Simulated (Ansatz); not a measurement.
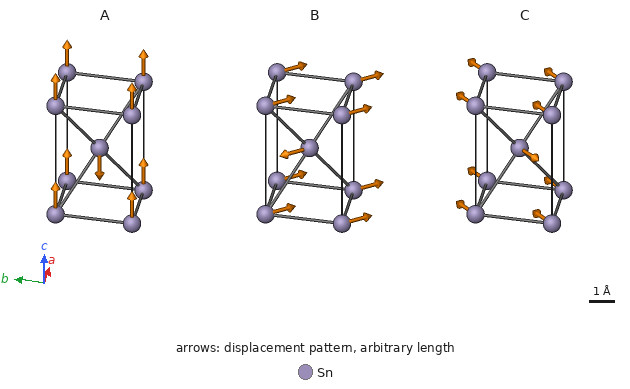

Three modes of crystalline Sn at the zone centre of a doubled cell, in no order. The orange arrows give the relative displacements of the atoms. Style: ball-and-stick. Shown: the cell of the calculation, from a free direction.

All numbers below come from DFT PBE+D3(BJ), scalar-relativistic, plane waves, PAW in Ansatz. Set-up: plane-wave cutoff 420 eV; k-point mesh 18 × 18 × 12; occupations gaussian; smearing width 0.15 eV; no spin polarisation.

### Order them from the lowest to the highest frequency (imaginary ones first).

C (7i cm⁻¹), B (29 cm⁻¹), A (103 cm⁻¹). C, non-degenerate: All motion is along [1 1 0] of the drawn cell; atoms of one kind move against one another, with no net shift of their sublattice. B, non-degenerate: All motion is along [1 −1 0] of the drawn cell; atoms of one kind move against one another, with no net shift of their sublattice. A, non-degenerate: All motion is along c of the drawn cell; atoms of one kind move against one another, with no net shift of their sublattice. The crystal is metallic in this run.
